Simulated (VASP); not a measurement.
Geometry relaxation, with input and output: WSe$_{2}$ (part 2 of 3)

Continued. System: WSe$_{2}$ (P6₃/mmc, 6 atoms in the cell). Method: Kohn-Sham DFT of a periodic cell, LDA, VASP PAW LDA potentials, recommended, no spin polarisation (VASP 6.6.1); cutoff 600 eV, 9×9×2 k-mesh, Gaussian smearing of 0.03 eV. The structure derives from an entry of the Crystallography Open Database.

Geometry of the input (Å; fractional positions):
```
3.2767  -0.0000  0.0000
-1.6383  2.8377  -0.0000
0.0000  0.0000  12.9072
W  0.3333  0.6667  0.2500
W  0.6667  0.3333  0.7500
Se 0.3333  0.6667  0.6197
Se 0.6667  0.3333  0.1197
Se 0.3333  0.6667  0.8803
Se 0.6667  0.3333  0.3803
```

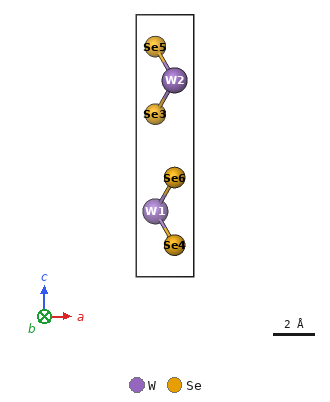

Fig. 1: The geometry at step 1 of the log (ball-and-stick view of the cell of the calculation, along the b axis; atoms are numbered from 1 in the order of the input).

Parts of OUTCAR, continued:
```
 -----------------------------------------------------------------------------------
     -0.00000      1.89178      3.22681        -0.000000      0.000000      0.000000
      1.63833      0.94589      9.68042         0.000000      0.000000      0.000000
     -0.00000      1.89178      7.99905        -0.000000     -0.000000      0.327847
      1.63833      0.94589      1.54544        -0.000000      0.000000      0.327847
     -0.00000      1.89178     11.36179        -0.000000     -0.000000     -0.327847
      1.63833      0.94589      4.90818        -0.000000      0.000000     -0.327847
 -----------------------------------------------------------------------------------
    total drift:                                0.000000     -0.000000      0.000000

  FREE ENERGIE OF THE ION-ELECTRON SYSTEM (eV)
  ---------------------------------------------------
  free  energy   TOTEN  =       -48.4717083050 eV

  energy  without entropy=      -48.4717083050  energy(sigma->0) =      -48.47170831

--------------------------------------- Ionic step        2  -------------------------------------------

 number of electron      51.9999998 magnetization

------------------------ aborting loop because EDIFF is reached ----------------------------------------

  FORCE on cell =-STRESS in cart. coord.  units (eV):
  Direction    XX          YY          ZZ          XY          YZ          ZX
  --------------------------------------------------------------------------------------
  -------------------------------------------------------------------------------------
  Total       -1.4459153     -1.4459153     -0.3560005     -0.0000000      0.0000000      0.0000000
  in kB      -19.3030668    -19.3030668     -4.7526304     -0.0000000      0.0000000      0.0000000
  external PRESSURE =     -14.4529213 kB  Pullay stress =       0.0000000 kB

 VOLUME and BASIS-vectors are now :
 -----------------------------------------------------------------------------
  energy-cutoff  :      600.00
  volume of cell :      120.01
      direct lattice vectors                 reciprocal lattice vectors
     3.279741588 -0.000000000  0.000000000     0.304902070  0.176035292  0.000000000
    -1.639870794  2.840339533  0.000000000     0.000000000  0.352070585  0.000000000
    -0.000000000  0.000000000 12.883006505     0.000000000  0.000000000  0.077621633

 POSITION                                       TOTAL-FORCE (eV/Angst)
 -----------------------------------------------------------------------------------
     -0.00000      1.89356      3.22075         0.000000     -0.000000      0.000000
      1.63987      0.94678      9.66225        -0.000000      0.000000      0.000000
     -0.00000      1.89356      7.99983        -0.000000      0.000000      0.013523
      1.63987      0.94678      1.55833        -0.000000      0.000000      0.013523
     -0.00000      1.89356     11.32468        -0.000000      0.000000     -0.013523
      1.63987      0.94678      4.88318        -0.000000      0.000000     -0.013523
 -----------------------------------------------------------------------------------
    total drift:                                0.000000     -0.000000      0.000000

  FREE ENERGIE OF THE ION-ELECTRON SYSTEM (eV)
  ---------------------------------------------------
  free  energy   TOTEN  =       -48.4818948233 eV

  energy  without entropy=      -48.4818948233  energy(sigma->0) =      -48.48189482

--------------------------------------- Ionic step        3  -------------------------------------------

 number of electron      51.9999998 magnetization

------------------------ aborting loop because EDIFF is reached ----------------------------------------

  FORCE on cell =-STRESS in cart. coord.  units (eV):
  Direction    XX          YY          ZZ          XY          YZ          ZX
  --------------------------------------------------------------------------------------
  -------------------------------------------------------------------------------------
  Total       -1.4729157     -1.4729157     -0.4651392     -0.0000000     -0.0000000     -0.0000000
  in kB      -19.6635245    -19.6635245     -6.2096397     -0.0000000     -0.0000000     -0.0000000
  external PRESSURE =     -15.1788962 kB  Pullay stress =       0.0000000 kB

 VOLUME and BASIS-vectors are now :
 -----------------------------------------------------------------------------
  energy-cutoff  :      600.00
  volume of cell :      120.01
      direct lattice vectors                 reciprocal lattice vectors
     3.279582413 -0.000000000  0.000000000     0.304916869  0.176043836  0.000000000
    -1.639791207  2.840201684  0.000000000     0.000000000  0.352087672  0.000000000
    -0.000000000  0.000000000 12.884257087     0.000000000  0.000000000  0.077614099

 POSITION                                       TOTAL-FORCE (eV/Angst)
 -----------------------------------------------------------------------------------
     -0.00000      1.89347      3.22106         0.000000     -0.000000     -0.000000
      1.63979      0.94673      9.66319        -0.000000      0.000000     -0.000000
     -0.00000      1.89347      7.99979        -0.000000      0.000000      0.030185
      1.63979      0.94673      1.55766        -0.000000     -0.000000      0.030185
     -0.00000      1.89347     11.32660        -0.000000     -0.000000     -0.030185
      1.63979      0.94673      4.88447        -0.000000      0.000000     -0.030185
 -----------------------------------------------------------------------------------
    total drift:                                0.000000     -0.000000      0.000000

  FREE ENERGIE OF THE ION-ELECTRON SYSTEM (eV)
  ---------------------------------------------------
  free  energy   TOTEN  =       -48.4819247025 eV

  energy  without entropy=      -48.4819247025  energy(sigma->0) =      -48.48192470

--------------------------------------- Ionic step        4  -------------------------------------------

 number of electron      51.9999999 magnetization

------------------------ aborting loop because EDIFF is reached ----------------------------------------

  FORCE on cell =-STRESS in cart. coord.  units (eV):
  Direction    XX          YY          ZZ          XY          YZ          ZX
  --------------------------------------------------------------------------------------
  -------------------------------------------------------------------------------------
  Total       -1.0435013     -1.0435013     -0.4858048     -0.0000000     -0.0000000     -0.0000000
  in kB      -13.9308134    -13.9308134     -6.4855266     -0.0000000     -0.0000000     -0.0000000
  external PRESSURE =     -11.4490511 kB  Pullay stress =       0.0000000 kB

 VOLUME and BASIS-vectors are now :
 -----------------------------------------------------------------------------
  energy-cutoff  :      600.00
  volume of cell :      120.01
      direct lattice vectors                 reciprocal lattice vectors
     3.271632861 -0.000000000 -0.000000000     0.305657769  0.176471595  0.000000000
    -1.635816430  2.833317169  0.000000000     0.000000000  0.352943190  0.000000000
    -0.000000000 -0.000000000 12.946946587     0.000000000  0.000000000  0.077238289

 POSITION                                       TOTAL-FORCE (eV/Angst)
 -----------------------------------------------------------------------------------
     -0.00000      1.88888      3.23674         0.000000      0.000000     -0.000000
      1.63582      0.94444      9.71021        -0.000000     -0.000000     -0.000000
     -0.00000      1.88888      8.04428        -0.000000     -0.000000      0.014787
      1.63582      0.94444      1.57080        -0.000000     -0.000000      0.014787
     -0.00000      1.88888     11.37614        -0.000000      0.000000     -0.014787
      1.63582      0.94444      4.90267         0.000000      0.000000     -0.014787
 -----------------------------------------------------------------------------------
    total drift:                                0.000000     -0.000000      0.000000

  FREE ENERGIE OF THE ION-ELECTRON SYSTEM (eV)
  ---------------------------------------------------
  free  energy   TOTEN  =       -48.4862489822 eV

  energy  without entropy=      -48.4862489822  energy(sigma->0) =      -48.48624898

--------------------------------------- Ionic step        5  -------------------------------------------

 number of electron      51.9999999 magnetization

 Free energy of the ion-electron system (eV)
  ---------------------------------------------------
  ext. energy  EPLUGINS =         0.00000000
  ---------------------------------------------------
  free energy    TOTEN  =       -48.48806197 eV

  energy without entropy =      -48.48806197  energy(sigma->0) =      -48.48806197

 E-fermi :   6.6414     XC(G=0): -11.0606     alpha+bet :-12.1790

 val. band max:        6.3522221121   @ k =   0.0000   0.0000   0.0000
 cond. band min:       7.3968484737   @ k =   0.2222   0.1111   0.0000
 fundamental gap:      1.0446263616
 Fermi energy:         6.6413936614

 k-point     1 :       0.0000    0.0000    0.0000
  band No.  band energies     occupation
      1     -67.4593      2.00000
      2     -67.4593      2.00000
      3     -31.9944      2.00000
      4     -31.9944      2.00000
      5     -31.8318      2.00000
      6     -31.8318      2.00000
      7     -31.8318      2.00000
      8     -31.8318      2.00000
      9      -8.9976      2.00000
     10      -8.7599      2.00000
     11      -7.7802      2.00000
     12      -7.3765      2.00000
     13      -0.8246      2.00000
     14       0.2593      2.00000
     15       2.6893      2.00000
     16       3.6849      2.00000
     17       3.6849      2.00000
     18       3.6997      2.00000
     19       3.6997      2.00000
     20       4.8388      2.00000
     21       4.8388      2.00000
     22       4.8877      2.00000
     23       4.8877      2.00000
     24       5.1708      2.00000
     25       5.2652      2.00000
     26       6.3522      2.00000
     27       9.0926      0.00000
     28       9.0926      0.00000
     29       9.1399      0.00000
     30       9.1399      0.00000
     31       9.2132      0.00000

 k-point     2 :       0.1111    0.0000    0.0000
  band No.  band energies     occupation
      1     -67.4579      2.00000
      2     -67.4579      2.00000
      3     -31.9884      2.00000
      4     -31.9884      2.00000
      5     -31.8629      2.00000
      6     -31.8629      2.00000
      7     -31.8390      2.00000
      8     -31.8390      2.00000
      9      -8.8049      2.00000
     10      -8.5684      2.00000
     11      -7.6757      2.00000
     12      -7.2903      2.00000
     13      -0.5795      2.00000
     14       0.5030      2.00000
     15       2.5100      2.00000
     16       3.1340      2.00000
     17       3.1681      2.00000
     18       3.8674      2.00000
     19       3.8938      2.00000
     20       4.0432      2.00000
     21       4.5236      2.00000
     22       4.5828      2.00000
     23       4.7652      2.00000
     24       5.2178      2.00000
     25       5.5257      2.00000
     26       6.0572      2.00000
     27       8.5472      0.00000
     28       8.7464      0.00000
     29       8.8698      0.00000
     30       8.8925      0.00000
     31       8.9485      0.00000

 k-point     3 :       0.2222    0.0000    0.0000
  band No.  band energies     occupation
      1     -67.4543      2.00000
      2     -67.4543      2.00000
      3     -31.9732      2.00000
      4     -31.9732      2.00000
      5     -31.9409      2.00000
      6     -31.9409      2.00000
      7     -31.8574      2.00000
      8     -31.8573      2.00000
      9      -8.2701      2.00000
     10      -8.0425      2.00000
     11      -7.3867      2.00000
     12      -7.0562      2.00000
     13       0.0520      2.00000
     14       1.0713      2.00000
     15       1.9618      2.00000
     16       2.0311      2.00000
     17       2.0955      2.00000
     18       2.8842      2.00000
     19       3.8920      2.00000
     20       3.9670      2.00000
     21       4.2511      2.00000
     22       4.3327      2.00000
     23       4.3966      2.00000
     24       5.0463      2.00000
     25       5.1016      2.00000
     26       5.2813      2.00000
     27       7.7025      0.00000
     28       8.5018      0.00000
     29       8.6115      0.00000
     30       8.6351      0.00000
     31       8.7540      0.00000

 k-point     4 :       0.3333    0.0000    0.0000
  band No.  band energies     occupation
      1     -67.4502      2.00000
      2     -67.4502      2.00000
      3     -32.0283      2.00000
      4     -32.0283      2.00000
      5     -31.9558      2.00000
      6     -31.9558      2.00000
      7     -31.8781      2.00000
      8     -31.8781      2.00000
      9      -7.5397      2.00000
     10      -7.3444      2.00000
     11      -6.9983      2.00000
     12      -6.7593      2.00000
     13       0.2794      2.00000
     14       0.6372      2.00000
     15       1.2064      2.00000
     16       1.3273      2.00000
     17       1.7158      2.00000
     18       1.9951      2.00000
     19       3.3337      2.00000
     20       3.4194      2.00000
     21       3.7862      2.00000
     22       4.4295      2.00000
     23       4.6269      2.00000
     24       4.8219      2.00000
     25       4.8877      2.00000
     26       4.9646      2.00000
     27       7.8916      0.00000
     28       8.3425      0.00000
     29       8.5132      0.00000
     30       8.7049      0.00000
     31       8.9947      0.00000

 k-point     5 :       0.4444    0.0000    0.0000
  band No.  band energies     occupation
      1     -67.4476      2.00000
      2     -67.4476      2.00000
      3     -32.0846      2.00000
      4     -32.0846      2.00000
      5     -31.9445      2.00000
      6     -31.9445      2.00000
      7     -31.8916      2.00000
      8     -31.8916      2.00000
      9      -6.9312      2.00000
     10      -6.8045      2.00000
     11      -6.6823      2.00000
     12      -6.5556      2.00000
     13      -0.4489      2.00000
     14      -0.1683      2.00000
     15       0.7612      2.00000
     16       0.9554      2.00000
     17       1.4189      2.00000
     18       2.1267      2.00000
     19       3.0240      2.00000
     20       3.1148      2.00000
     21       3.7105      2.00000
     22       4.0289      2.00000
     23       4.8189      2.00000
     24       5.0636      2.00000
     25       5.0690      2.00000
     26       5.2933      2.00000
     27       8.5092      0.00000
     28       8.5477      0.00000
     29       8.5666      0.00000
     30       8.9768      0.00000
     31       9.2986      0.00000

 [... the levels of 18 k-points are left out ...]

 k-point    24 :       0.3333    0.3333    0.5000
  band No.  band energies     occupation
      1     -67.4457      2.00000
      2     -67.4457      2.00000
      3     -32.0272      2.00000
      4     -32.0272      2.00000
      5     -31.9999      2.00000
      6     -31.9999      2.00000
      7     -31.9365      2.00000
      8     -31.9365      2.00000
      9      -6.4647      2.00000
     10      -6.4647      2.00000
     11      -6.3951      2.00000
     12      -6.3951      2.00000
     13       0.5042      2.00000
     14       0.5042      2.00000
     15       0.6680      2.00000
     16       0.6680      2.00000
     17       1.6023      2.00000
     18       1.6023      2.00000
     19       2.0571      2.00000
     20       2.0571      2.00000
     21       2.9256      2.00000
     22       2.9256      2.00000
     23       3.6400      2.00000
     24       3.6400      2.00000
     25       6.0099      2.00000
     26       6.0099      2.00000
     27       7.7468      0.00000
     28       7.7468      0.00000
     29       8.7555      0.00000
     30       8.7555      0.00000
     31       9.6256      0.00000

------------------------ aborting loop because EDIFF is reached ----------------------------------------

  FORCE on cell =-STRESS in cart. coord.  units (eV):
  Direction    XX          YY          ZZ          XY          YZ          ZX
  --------------------------------------------------------------------------------------
  -------------------------------------------------------------------------------------
  Total       -0.5695339     -0.5695339     -0.4993205     -0.0000000      0.0000000     -0.0000000
  in kB       -7.6033163     -7.6033163     -6.6659630     -0.0000000      0.0000000     -0.0000000
  external PRESSURE =      -7.2908652 kB  Pullay stress =       0.0000000 kB

 VOLUME and BASIS-vectors are now :
 -----------------------------------------------------------------------------
  energy-cutoff  :      600.00
  volume of cell :      120.01
      direct lattice vectors                 reciprocal lattice vectors
     3.263069686 -0.000000000 -0.000000000     0.306459897  0.176934704  0.000000000
    -1.631534843  2.825901243  0.000000000     0.000000000  0.353869408  0.000000000
    -0.000000000 -0.000000000 13.014988307     0.000000000  0.000000000  0.076834491

 POSITION                                       TOTAL-FORCE (eV/Angst)
 -----------------------------------------------------------------------------------
     -0.00000      1.88393      3.25375         0.000000     -0.000000     -0.000000
      1.63153      0.94197      9.76124        -0.000000      0.000000     -0.000000
     -0.00000      1.88393      8.09258         0.000000     -0.000000     -0.000952
      1.63153      0.94197      1.58509        -0.000000     -0.000000     -0.000952
     -0.00000      1.88393     11.42990         0.000000     -0.000000      0.000952
      1.63153      0.94197      4.92241        -0.000000     -0.000000      0.000952
 -----------------------------------------------------------------------------------
    total drift:                                0.000000     -0.000000      0.000000

  FREE ENERGIE OF THE ION-ELECTRON SYSTEM (eV)
  ---------------------------------------------------
  free  energy   TOTEN  =       -48.4880619722 eV

  energy  without entropy=      -48.4880619722  energy(sigma->0) =      -48.48806197

 reached required accuracy - stopping structural energy minimisation
```

CONTCAR:
```
WSe2
   1.00000000000000
     3.2630696861944375   -0.0000000000027782   -0.0000000000000000
    -1.6315348430498322    2.8259012426281616    0.0000000000000000
    -0.0000000000000000   -0.0000000000000000   13.0149883071052663
  W               Se
     2     4
Direct
     0.3333333332999970    0.6666666667000030    0.2500000000000000
     0.6666666667000030    0.3333333332999970    0.7500000000000000
     0.3333333332999970    0.6666666667000030    0.6217894632581964
     0.6666666667000030    0.3333333332999970    0.1217894632581964
     0.3333333332999970    0.6666666667000030    0.8782105367418036
     0.6666666667000030    0.3333333332999970    0.3782105367418035

  0.00000000E+00  0.00000000E+00  0.00000000E+00
  0.00000000E+00  0.00000000E+00  0.00000000E+00
  0.00000000E+00  0.00000000E+00  0.00000000E+00
  0.00000000E+00  0.00000000E+00  0.00000000E+00
  0.00000000E+00  0.00000000E+00  0.00000000E+00
  0.00000000E+00  0.00000000E+00  0.00000000E+00
```

Trajectory as extended XYZ (Å, eV, eV/Å), 5 frames, from step=0 to step=4:
```
6
Lattice="3.2767 0.0000 0.0000 -1.6383 2.8377 0.0000 0.0000 0.0000 12.9072" Properties=species:S:1:pos:R:3:forces:R:3 step=0 energy=-48.47171
W     0.0000    1.8918    3.2268    0.0000   0.0000   0.0000
W     1.6383    0.9459    9.6804    0.0000   0.0000   0.0000
Se    0.0000    1.8918    7.9991    0.0000   0.0000   0.3278
Se    1.6383    0.9459    1.5454    0.0000   0.0000   0.3278
Se    0.0000    1.8918   11.3618    0.0000   0.0000  -0.3278
Se    1.6383    0.9459    4.9082    0.0000   0.0000  -0.3278
6
Lattice="3.2797 -0.0000 0.0000 -1.6399 2.8403 0.0000 -0.0000 0.0000 12.8830" Properties=species:S:1:pos:R:3:forces:R:3 step=1 energy=-48.48189
W     0.0000    1.8936    3.2208    0.0000   0.0000   0.0000
W     1.6399    0.9468    9.6623    0.0000   0.0000   0.0000
Se    0.0000    1.8936    7.9998    0.0000   0.0000   0.0135
Se    1.6399    0.9468    1.5583    0.0000   0.0000   0.0135
Se    0.0000    1.8936   11.3247    0.0000   0.0000  -0.0135
Se    1.6399    0.9468    4.8832    0.0000   0.0000  -0.0135
6
Lattice="3.2796 -0.0000 0.0000 -1.6398 2.8402 0.0000 -0.0000 0.0000 12.8843" Properties=species:S:1:pos:R:3:forces:R:3 step=2 energy=-48.48192
W     0.0000    1.8935    3.2211    0.0000   0.0000   0.0000
W     1.6398    0.9467    9.6632    0.0000   0.0000   0.0000
Se    0.0000    1.8935    7.9998    0.0000   0.0000   0.0302
Se    1.6398    0.9467    1.5577    0.0000   0.0000   0.0302
Se    0.0000    1.8935   11.3266    0.0000   0.0000  -0.0302
Se    1.6398    0.9467    4.8845    0.0000   0.0000  -0.0302
```
